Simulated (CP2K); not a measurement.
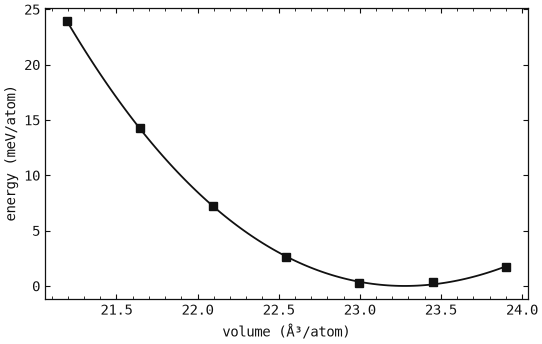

The figure shows the energy against volume for Mg, space group P6_3/mmc (No. 194).

Structure:
```
CELL_PARAMETERS angstrom
3.17683 0.00000 0.00000
-1.58841 2.75121 0.00000
0.00000 0.00000 10.31886
ATOMIC_POSITIONS crystal
Mg 0.66667 0.33333 0.75000
Mg 0.00000 0.00000 0.50000
Mg 0.33333 0.66667 0.25000
Mg 0.00000 0.00000 0.00000
```

Computed with CP2K 2026.2: DFT in Gaussian orbitals with a plane-wave density, no spin polarisation; energies at scaled volumes of the given cell, shape and fractions fixed, counted from the fit's minimum, third-order Birch-Murnaghan fit. Level: PBEsol.

| setting | value |
| --- | --- |
| k mesh | 10×10×3 |
| occupations | Fermi–Dirac |
| smearing width | 0.05 eV |
| potentials | GTH PBE with UZH TZVP basis |
| density cutoff | 19050 eV |
| program settings | ngrids 4, basis sets Mg TZVP-MOLOPT-PBE-GTH-q10, cutoff ry 1400 Ry, rel cutoff ry 60 Ry |

From this curve and the settings, what does the calculation give for the pressure at the same points?

The pressure falls from 3.94 GPa at volume 21.19 Å³/atom to −0.78 GPa at 23.90 Å³/atom, and changes sign near 23.33 Å³/atom.

| volume (Å³/atom) | pressure (GPa) |
| --- | --- |
| 21.19 | 3.94 |
| 21.65 | 2.95 |
| 22.10 | 2.05 |
| 22.55 | 1.23 |
| 23.00 | 0.49 |
| 23.45 | −0.17 |
| 23.90 | −0.78 |

Limits of the calculation: shape and atomic fractions are frozen while scaling, which makes layered, chain and framework solids too stiff.
